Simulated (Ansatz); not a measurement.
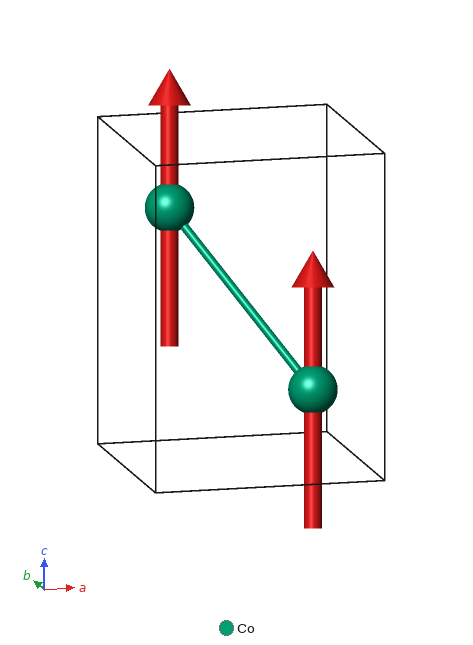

Structure drawing (ball-and-stick), viewed slightly off an axis. Atoms at the boundary of the simulation cell (the box) are drawn once for each face, edge or corner they touch. Arrows are the site magnetic moments above 0.25 μB; longer means larger, and red and blue are up and down (without spin-orbit coupling the axis itself is arbitrary).

This is the state reached for Co. Run with Ansatz, DFT PBE, scalar-relativistic, plane waves, PAW and these settings: a kinetic-energy cutoff of 420 eV, k-point mesh 16×16×12, Gaussian smearing of 0.1 eV, collinear spins.

Q: Which kind of magnetic order is this?

A: Ferromagnetic (within this cell). Site moments: 2 Co +1.7 μB. The net spin moment of the whole cell is 3.3 μB.

The structure was taken from a structure listed in the Materials Project, with elements exchanged, so it need not be a known form of the compound. What is shown is the relaxed result from DFT PBE, scalar-relativistic, plane waves, PAW in Ansatz 0.2.0.
